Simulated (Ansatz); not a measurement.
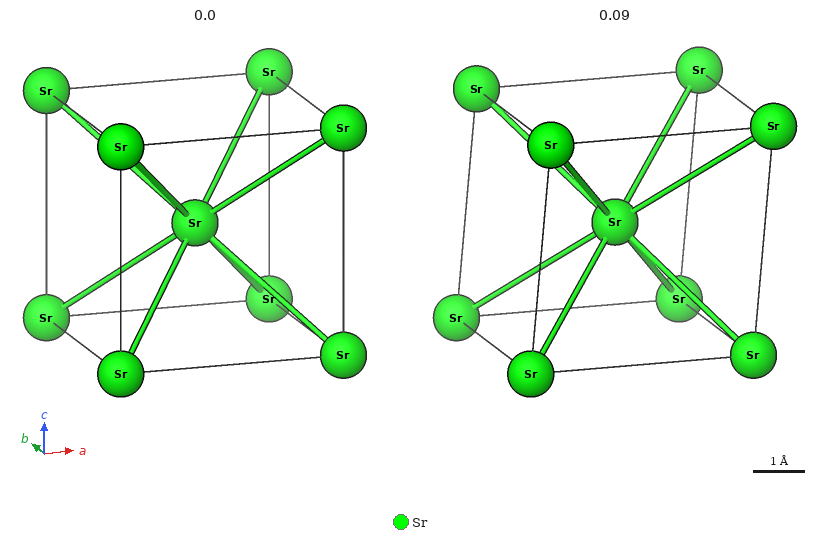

A crystal of Sr (set up in Im-3m), under shear of c along a (cell held, atoms fixed by symmetry), with energies (extrapolated to zero smearing) counted from the relaxed crystal, which is the row at zero. The picture shows the first and the last member. A ball-and-stick model of the cell of the calculation, seen slightly off an axis.

Computed with Ansatz 0.2.0: DFT PBEsol, scalar-relativistic, plane waves, PAW. Set-up: plane-wave cutoff 420 eV; k-point mesh 12 × 12 × 12; occupations gaussian; smearing width 0.1 eV; no spin polarisation.

```json
{"strain": "0.0", "energy (meV/atom)": "0.00", "a (Å)": "4.670", "c (Å)": "4.670"}
{"strain": "0.015", "energy (meV/atom)": "0.56", "a (Å)": "4.670", "c (Å)": "4.670"}
{"strain": "0.03", "energy (meV/atom)": "?", "a (Å)": "?", "c (Å)": "?"}
{"strain": "0.045", "energy (meV/atom)": "5.05", "a (Å)": "4.670", "c (Å)": "4.675"}
{"strain": "0.06", "energy (meV/atom)": "8.94", "a (Å)": "4.670", "c (Å)": "4.678"}
{"strain": "0.09", "energy (meV/atom)": "19.83", "a (Å)": "4.670", "c (Å)": "4.689"}
```

**Fill in the missing row.**

A parabola through three neighbouring rows (0.0, 0.015, 0.045) gives, with Lagrange weights, (−0.3333)(0.00) + (1.0000)(0.56) + (0.3333)(5.05) = 2.24 meV/atom. The calculation gives 2.25 meV/atom (a = 4.670 Å, c = 4.672 Å). The estimate is 0.01 meV/atom too low. From the first member to the last: Sr–Sr 4.044 → 4.169 Å, Sr–Sr 4.044 → 3.927 Å.

The whole series:

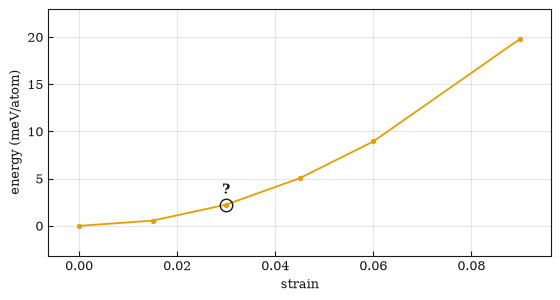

Each member starts from this one structure; whether another phase lies lower wasn't checked.
